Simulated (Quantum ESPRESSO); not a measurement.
# GaN (F-43m): zone-centre phonons

Which modes does GaN (F-43m) have at the zone centre?

Program: Quantum ESPRESSO 7.5. Level of theory: DFT LDA, scalar-relativistic, plane waves, JTH PAW pseudopotentials. Results are calculated unless marked as measured.

### Step 1. Set-up

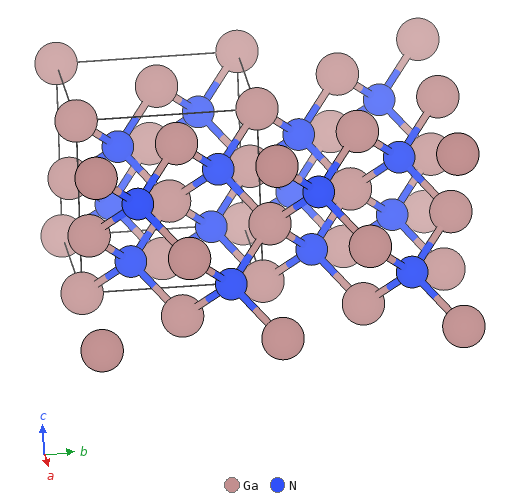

The starting structure, seen slightly off an axis (gallium pink, nitrogen blue). 2×2×1 cells are drawn. This picture shows the conventional cell, with its axes. Bonds to atoms that aren't drawn are left out. Some periodic images of atoms are drawn too.

Structure file:

```cif
data_structure
_symmetry_space_group_name_H-M 'F-43m'
_symmetry_Int_Tables_number 216
_cell_length_a 4.5070
_cell_length_b 4.5070
_cell_length_c 4.5070
_cell_angle_alpha 90.000
_cell_angle_beta 90.000
_cell_angle_gamma 90.000
_cell_volume 91.55
loop_
_atom_site_label
_atom_site_type_symbol
_atom_site_symmetry_multiplicity
_atom_site_Wyckoff_symbol
_atom_site_fract_x
_atom_site_fract_y
_atom_site_fract_z
_atom_site_occupancy
Ga1 Ga 4 a 0.00000 0.00000 0.00000 1
N1 N 4 c 0.75000 0.25000 0.75000 1
```

### Step 2. A probe with smearing

Before anything dear is run, a loose run with smearing shows whether this is a metal and how far the cell is from rest.

probe.in reads:

```
&CONTROL
  calculation = 'scf'
  prefix      = 'x'
  outdir      = './tmp'
  pseudo_dir  = './pseudo'
  tprnfor     = .true.
  tstress     = .true.
  verbosity   = 'high'
/
&SYSTEM
  ibrav       = 0
  nat         = 2
  ntyp        = 2
  ecutwfc     = 60.0
  ecutrho     = 480.0
  occupations = 'smearing'
  smearing    = 'gaussian'
  degauss     = 0.01
/
&ELECTRONS
  conv_thr         = 1.0d-07
  mixing_beta      = 0.7
  electron_maxstep = 100
/
ATOMIC_SPECIES
 Ga     69.7230  Ga.upf
 N      14.0070  N.upf
CELL_PARAMETERS angstrom
    -2.253500610    0.000000000    2.253500610
     0.000000000    2.253500610    2.253500610
    -2.253500610    2.253500610    0.000000000
ATOMIC_POSITIONS crystal
 Ga     0.000000000   0.000000000   0.000000000
 N      0.750000000   0.750000000   0.750000000
K_POINTS automatic
 8 8 8 0 0 0
```

The run is started by

```
$ OMP_NUM_THREADS=1 mpirun -n 4 pw.x -nk 4 -in probe.in > probe.out
```

What it wrote:

```text
[banners, grids, parts of the stress and lines that vanish by symmetry left out]
Program PWSCF v.7.5
     file Ga.upf: wavefunction(s)  0S 4P 0P 3D 0D renormalized
     file N.upf: wavefunction(s)  0S 0P renormalized
[...]
kinetic-energy cutoff     =      60.0000  Ry
     charge density cutoff     =     480.0000  Ry
     scf convergence threshold =      1.0E-07
[...]
Exchange-correlation= SLA PW NOGX NOGC
                           (   1   4   0   0   0   0   0)
[...]
24 Sym. Ops. (no inversion) found
[...]
(     0          1          0      )
                  (     0          0          1      )
[...]
(  0.0000000  1.0000000  0.0000000 )
                  ( -0.0000000 -0.0000000  1.0000000 )
[...]
(     1          0         -1      )
                  (     0          0         -1      )
[...]
(  0.0000000  1.0000000  0.0000000 )
[...]
(    -1          0          1      )
                  (    -1          0          0      )
[...]
( -0.0000000 -0.0000000  1.0000000 )
                  (  0.0000000 -1.0000000 -0.0000000 )
[...]
number of k points=    29  Gaussian smearing, width (Ry)=  0.0100
[...]
End of self-consistent calculation
[...]
the Fermi energy is    11.0722 ev
!    total energy              =    -299.90108788 Ry
[...]
convergence has been achieved in   8 iterations
[...]
atom    1 type  1   force =     0.00000000    0.00000000    0.00000000
     atom    2 type  2   force =     0.00000000   -0.00000000    0.00000000
[...]
Total force =     0.000000     Total SCF correction =     0.000000
[...]
total   stress  (Ry/bohr**3)                   (kbar)     P=      -57.60
[...]
XML data file, charge density, pseudopotentials, collected wavefunctions

   JOB DONE.
```

Elapsed: 3.3 s, on 4 MPI ranks of AMD EPYC 9R14 (Zen 4), shared host.

Read from the output:

| Item | Value |
| --- | --- |
| volume per atom | 11.44 Å³ |
| pressure | -5.760 GPa |
| gap on the k-mesh | 1.726 eV |

A gap of 1.7 eV opens on this mesh, so the crystal is taken as an insulator; the start stands at -5.8 GPa.

### Step 3. Relaxing the cell and atoms

The relaxation runs at a cutoff a fifth above that of the response, since stress converges more slowly with the basis than frequencies do. Forces and stress are brought to rest with tight thresholds.

relax.in reads:

```
&CONTROL
  calculation   = 'vc-relax'
  prefix        = 'x'
  outdir        = './tmp'
  pseudo_dir    = './pseudo'
  tprnfor       = .true.
  tstress       = .true.
  forc_conv_thr = 2.0d-05
  etot_conv_thr = 1.0d-07
  nstep         = 40
/
&SYSTEM
  ibrav       = 0
  nat         = 2
  ntyp        = 2
  ecutwfc     = 72
  ecutrho     = 576.0
  occupations = 'fixed'
  nbnd        = 11
/
&ELECTRONS
  conv_thr         = 1.0d-11
  mixing_beta      = 0.7
  electron_maxstep = 100
/
&IONS
/
&CELL
  press_conv_thr = 0.2
/
ATOMIC_SPECIES
 Ga     69.7230  Ga.upf
 N      14.0070  N.upf
CELL_PARAMETERS angstrom
    -2.253500610    0.000000000    2.253500610
     0.000000000    2.253500610    2.253500610
    -2.253500610    2.253500610    0.000000000
ATOMIC_POSITIONS crystal
 Ga     0.000000000   0.000000000   0.000000000
 N      0.750000000   0.750000000   0.750000000
K_POINTS automatic
 10 10 10 0 0 0
```

The run is started by

```
$ OMP_NUM_THREADS=1 mpirun -n 4 pw.x -nk 4 -in relax.in > relax.out
```

What it wrote:

```text
[banners, grids, parts of the stress and lines that vanish by symmetry left out]
[banner, memory and clock lines left out]
Program PWSCF v.7.5

[...]
kinetic-energy cutoff     =      72.0000  Ry
     charge density cutoff     =     576.0000  Ry
     scf convergence threshold =      1.0E-11
[...]
energy convergence thresh.=      1.0E-07
     force convergence thresh. =      2.0E-05
     press convergence thresh. =      2.0E-01
     Exchange-correlation= SLA PW NOGX NOGC
                           (   1   4   0   0   0   0   0)
[...]
24 Sym. Ops. (no inversion) found
[...]
number of k points=    47
[...]
End of self-consistent calculation
[...]
highest occupied, lowest unoccupied level (ev):    10.0904   11.8172
!    total energy              =    -299.90162479 Ry
[...]
convergence has been achieved in  12 iterations
[...]
atom    1 type  1   force =     0.00000000    0.00000000   -0.00000000
     atom    2 type  2   force =    -0.00000000    0.00000000   -0.00000000
     Total force =     0.000000     Total SCF correction =     0.000000
[...]
total   stress  (Ry/bohr**3)                   (kbar)     P=      -65.14
[...]
number of bfgs steps    =   0
[...]
CELL_PARAMETERS (angstrom)
[...]
ATOMIC_POSITIONS (crystal)
Ga              -0.0000000000       -0.0000000000        0.0000000000
N                0.7500000000        0.7500000000        0.7500000000
[...]
New effective cutoffs (rho, wfc):  587.65   73.61
[...]
End of self-consistent calculation
[...]
highest occupied, lowest unoccupied level (ev):    10.6362   12.5796
!    total energy              =    -299.90282497 Ry
[...]
convergence has been achieved in  17 iterations
[...]
atom    1 type  1   force =    -0.00000000   -0.00000000   -0.00000000
     atom    2 type  2   force =    -0.00000000   -0.00000000    0.00000000
     Total force =     0.000000     Total SCF correction =     0.000000
[...]
total   stress  (Ry/bohr**3)                   (kbar)     P=       -2.62
[...]
number of bfgs steps    =   1
[...]
CELL_PARAMETERS (angstrom)
[...]
ATOMIC_POSITIONS (crystal)
Ga              -0.0000000000       -0.0000000000        0.0000000000
N                0.7500000000        0.7500000000        0.7500000000
[...]
New effective cutoffs (rho, wfc):  588.19   73.68
[...]
End of self-consistent calculation
[...]
highest occupied, lowest unoccupied level (ev):    10.6590   12.6114
!    total energy              =    -299.90282657 Ry
[...]
convergence has been achieved in  13 iterations
[...]
atom    1 type  1   force =     0.00000000    0.00000000    0.00000000
     atom    2 type  2   force =     0.00000000    0.00000000    0.00000000
     Total force =     0.000000     Total SCF correction =     0.000000
[...]
total   stress  (Ry/bohr**3)                   (kbar)     P=        0.26
[...]
number of bfgs steps    =   2
[...]
small trust_radius: resetting bfgs history
[...]
CELL_PARAMETERS (angstrom)
[...]
ATOMIC_POSITIONS (crystal)
Ga              -0.0000000000       -0.0000000000        0.0000000000
N                0.7500000000        0.7500000000        0.7500000000
[...]
New effective cutoffs (rho, wfc):  588.14   73.67
[...]
End of self-consistent calculation
[...]
highest occupied, lowest unoccupied level (ev):    10.6570   12.6086
!    total energy              =    -299.90282658 Ry
[...]
convergence has been achieved in  12 iterations
[...]
atom    1 type  1   force =     0.00000000    0.00000000   -0.00000000
     atom    2 type  2   force =     0.00000000    0.00000000    0.00000000
     Total force =     0.000000     Total SCF correction =     0.000000
[...]
total   stress  (Ry/bohr**3)                   (kbar)     P=       -0.01
[...]
bfgs converged in   4 scf cycles and   3 bfgs steps
[...]
End of BFGS Geometry Optimization
     Final enthalpy           =    -299.9028265838 Ry
     File ./tmp/x.bfgs deleted, as requested
[...]
CELL_PARAMETERS (angstrom)
[...]
ATOMIC_POSITIONS (crystal)
Ga              -0.0000000000       -0.0000000000        0.0000000000
N                0.7500000000        0.7500000000        0.7500000000
[...]
Final scf calculation at the relaxed structure.
[...]
kinetic-energy cutoff     =      72.0000  Ry
     charge density cutoff     =     576.0000  Ry
     scf convergence threshold =      1.0E-13
[...]
press convergence thresh. =      2.0E-01
     Exchange-correlation= SLA PW NOGX NOGC
                           (   1   4   0   0   0   0   0)
[...]
24 Sym. Ops. (no inversion) found
[...]
number of k points=    47
[...]
End of self-consistent calculation
[...]
highest occupied, lowest unoccupied level (ev):    10.6576   12.6087
!    total energy              =    -299.90272093 Ry
[...]
convergence has been achieved in  14 iterations
[...]
atom    1 type  1   force =    -0.00000000   -0.00000000   -0.00000000
     atom    2 type  2   force =     0.00000000    0.00000000    0.00000000
     Total force =     0.000000     Total SCF correction =     0.000000
[...]
total   stress  (Ry/bohr**3)                   (kbar)     P=        0.04
[...]
XML data file, charge density, pseudopotentials, collected wavefunctions
```

It took 20 s on 4 MPI ranks; 80 s of CPU time.

Relaxation path:

```csv
step,energy less that of the first step (eV),largest force (eV/Å),pressure (GPa),volume (Å³)
1,0.0000,0.0000,-6.51,22.89
2,-0.0163,0.0000,-0.26,22.14
3,-0.0164,0.0000,0.03,22.11
4,-0.0164,0.0000,0.00,22.11
5,-0.0149,0.0000,0.00,22.11
```

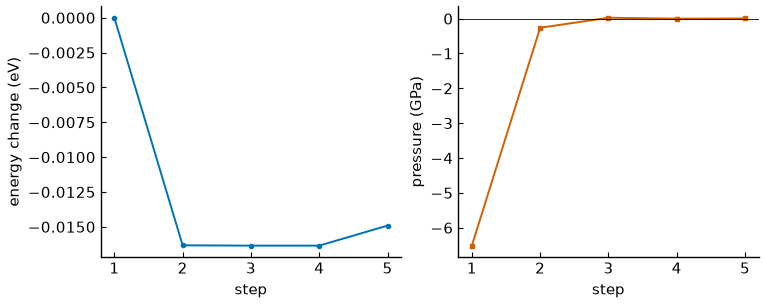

Energy and pressure along the relaxation.

```csv
"conventional cell, symmetrised",before,after,change
a (Å),4.507,4.455,-1.1 %
b (Å),4.507,4.455,-1.1 %
c (Å),4.507,4.455,-1.1 %
volume (Å³/atom),11.44,11.05,-3.4 %
```

The relaxed structure:

```
CELL_PARAMETERS angstrom
-2.22762 0.00000 2.22762
0.00000 2.22762 2.22762
-2.22762 2.22762 0.00000
ATOMIC_POSITIONS crystal
Ga 0.00000 0.00000 0.00000
N 0.75000 0.75000 0.75000
```

The last row of the table of steps is pw.x's closing run on a basis chosen anew for the final cell, so its energy can jump.

Numbers from this step:

```yaml
volume_per_atom: 11.05 Å³
pressure: 0.004 GPa
gap_on_the_k_mesh: 1.951 eV
```

The volume changes by -3.4 % from the cell with which this run began.

### Step 4. Self-consistent run for the response

The response is built on this ground state, so it is converged far tighter than an energy would need. With a gap, occupations are fixed, which also allows the response to an electric field.

scf.in reads:

```
&CONTROL
  calculation = 'scf'
  prefix      = 'x'
  outdir      = './tmp'
  pseudo_dir  = './pseudo'
  tprnfor     = .true.
  tstress     = .true.
/
&SYSTEM
  ibrav       = 0
  nat         = 2
  ntyp        = 2
  ecutwfc     = 60.0
  ecutrho     = 480.0
  occupations = 'fixed'
  nbnd        = 11
/
&ELECTRONS
  conv_thr         = 1.0d-12
  mixing_beta      = 0.7
  electron_maxstep = 100
/
ATOMIC_SPECIES
 Ga     69.7230  Ga.upf
 N      14.0070  N.upf
CELL_PARAMETERS angstrom
    -2.227624318    0.000000000    2.227624318
     0.000000000    2.227624318    2.227624318
    -2.227624318    2.227624318    0.000000000
ATOMIC_POSITIONS crystal
 Ga     0.000000000   0.000000000   0.000000000
 N      0.750000000   0.750000000   0.750000000
K_POINTS automatic
 12 12 12 0 0 0
```

The run is started by

```
$ OMP_NUM_THREADS=1 mpirun -n 4 pw.x -nk 4 -in scf.in > scf.out
```

What it wrote:

```text
[banners, grids, parts of the stress and lines that vanish by symmetry left out]
[banner, memory and clock lines left out]
Program PWSCF v.7.5

[...]
kinetic-energy cutoff     =      60.0000  Ry
     charge density cutoff     =     480.0000  Ry
     scf convergence threshold =      1.0E-12
[...]
Exchange-correlation= SLA PW NOGX NOGC
                           (   1   4   0   0   0   0   0)
[...]
24 Sym. Ops. (no inversion) found
[...]
number of k points=    72
[...]
End of self-consistent calculation
[...]
highest occupied, lowest unoccupied level (ev):    10.6582   12.6088
!    total energy              =    -299.90221429 Ry
[...]
convergence has been achieved in  13 iterations
[...]
atom    1 type  1   force =     0.00000000    0.00000000   -0.00000000
     atom    2 type  2   force =    -0.00000000   -0.00000000    0.00000000
     Total force =     0.000000     Total SCF correction =     0.000000
[...]
total   stress  (Ry/bohr**3)                   (kbar)     P=        2.72
[...]
XML data file, charge density, pseudopotentials, collected wavefunctions
```

It took 4.8 s on 4 MPI ranks.

Numbers from this step:

```yaml
pressure: 0.272 GPa
```

The cell stands at 0.27 GPa, close enough for stiff modes, while soft ones can move.

[end of part 1 of 4]

[Host names and launcher messages were left out of these logs when they were recorded.]

[Logs are printed without paths, hosts, clocks, repeated set-up lines and the standing remarks that a program may print on its own settings, such as how far it seeks lower states.]

[Hosts, paths, dates, database ids (printed as entryN), source tags and the programs' standing remarks are cut or masked in the printed files.]
